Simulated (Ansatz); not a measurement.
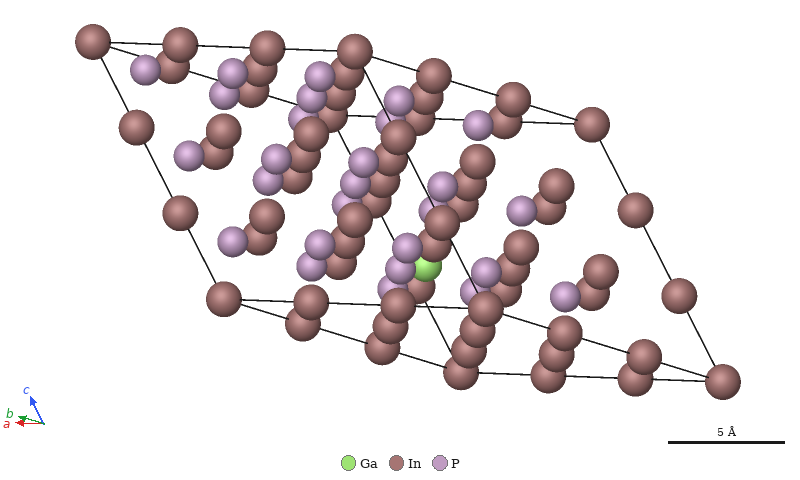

Spheres-only representation of a periodic structure, projected from a general direction. The lines enclose the simulation cell; boundary atoms appear with their images. Cell: a = 12.643 Å, b = 12.643 Å, c = 12.643 Å, α = 60.00°, β = 60.00°, γ = 60.00°.

The structure is one of In$_{26}$GaP$_{27}$. It belongs to space group F-43m (No. 216) and has a face-centred cubic lattice. Cell content: 26 In, 1 Ga, 27 P, that is 1 formula unit. The neighbours of Ga are four P in a tetrahedral arrangement at about 2.4 Å. Each In atom has four P in a tetrahedral arrangement at about 2.6 Å around it.

The structure was taken from a structure listed in the Materials Project, repeated into a supercell with a point defect put in. The atoms were relaxed in a fixed cell with DFT PBE, scalar-relativistic, plane waves, PAW in Ansatz 0.2.0.
